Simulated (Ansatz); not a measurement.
**SnGe₁₅: density, localisation and related maps**

SnGe₁₅, 64 atoms, a = 11.36 Å, b = 11.36 Å, c = 11.37 Å, α = 90.02°, β = 90.01°, γ = 90.00°.

Space group P1.

The calculation used DFT LDA, scalar-relativistic, plane waves, PAW (Ansatz 0.2.0).

In a PAW calculation such maps are meaningful between the atoms, not at the nuclei.

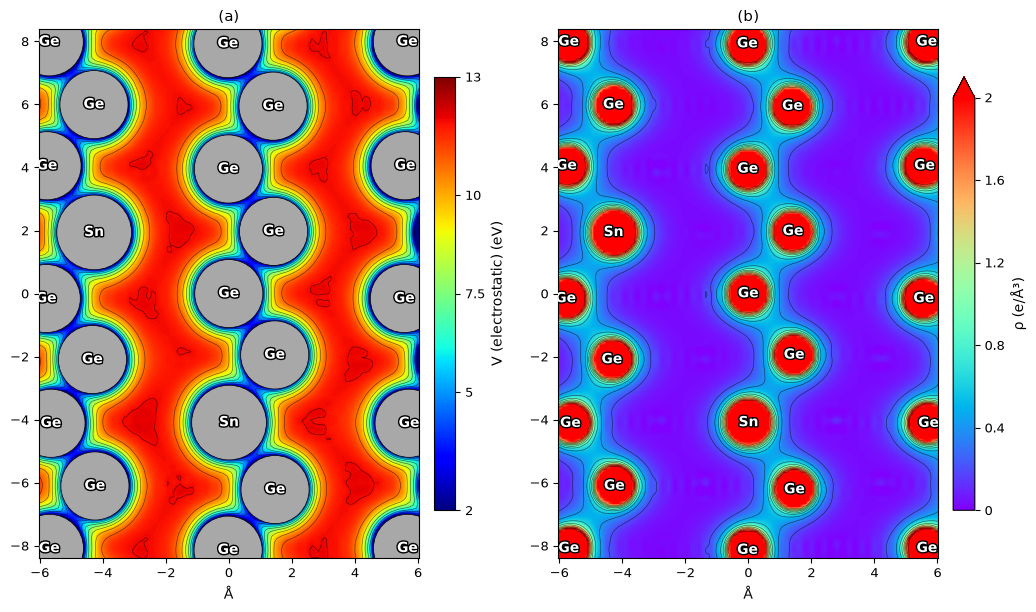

Figure 1. (a) electrostatic potential energy of an electron; (b) valence pseudo-density on the (101̄) plane of the conventional cell. Grey discs cover the atomic cores in the potential map.

> Interpret the plot.

The section cuts through Ge and Sn sites.

Sn–Ge (2.58 Å): ρ at the midpoint is about 0.46 e/Å³.

The density dies away to nearly zero in the voids.
Outside the cores the potential energy rises away from the atoms and is highest about 2.3 Å from the nearest atoms; its zero is arbitrary.

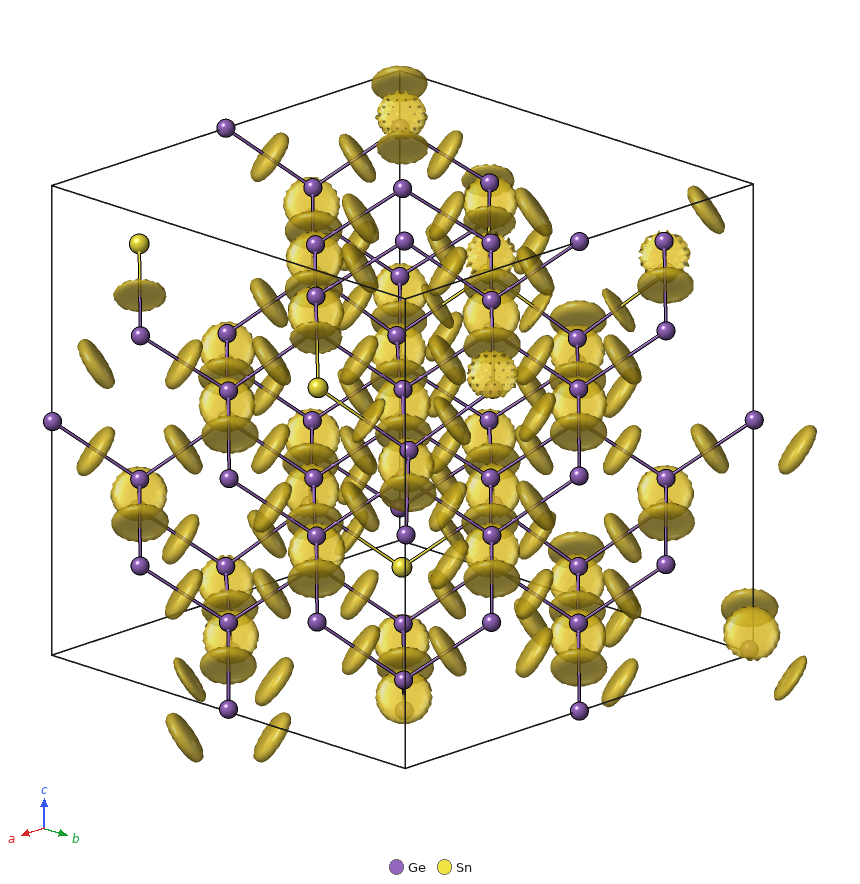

Figure 2. Isosurface of the electron localisation function at 0.65 (yellow), seen at an oblique angle. Only the valence region is drawn (cores and ρ < 0.01 e/Å³ removed). Sticks mark near contacts.

> Where are the electrons localised?

At this value the surface marks out 112 regions between bonded Ge–Ge atoms and 16 regions between bonded Ge–Sn atoms, counted in one cell of 64 atoms. Regions shared between cells count once.


Ge–Ge (2.42 Å): the ELF peaks at about 0.75 between the atoms. Sn–Ge (2.58 Å): the ELF peaks at about 0.70 between the atoms.

> Does the calculation give a band gap?

It is metallic or semimetallic at this level of theory: no gap opens.
